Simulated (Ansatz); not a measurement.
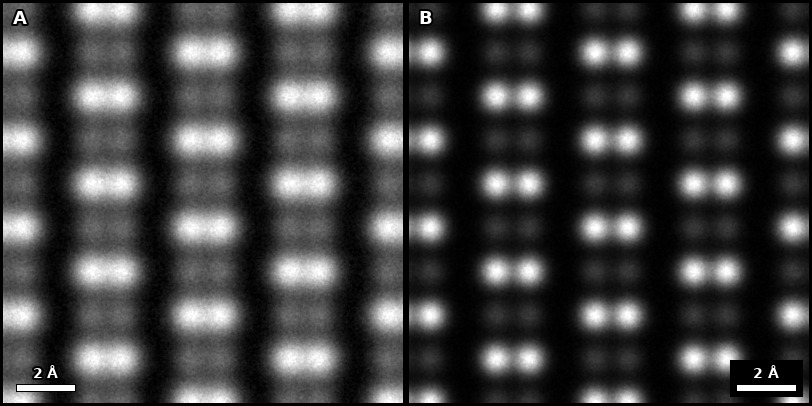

Two simulated images of the same area of CaO (P6_3/mmc, No. 194) along [101], with a probe of 0.81 Å. One is incoherent Z contrast (Z^1.7 per atom), the other the projected potential of neutral atoms blurred by the probe (iDPC-like, thin sample). Brightness is counted from the darkest point of the image. Shot noise was added. Model: a calculation's starting geometry.

Q: Which panel is which, and how can one tell?

B is the Z-contrast image and A the potential image. The columns of 1 O per repeat reach about 21 % of the brightest peak (1 Ca) in B but about 40 % in A, mainly since the potential grows much more slowly with atomic number.
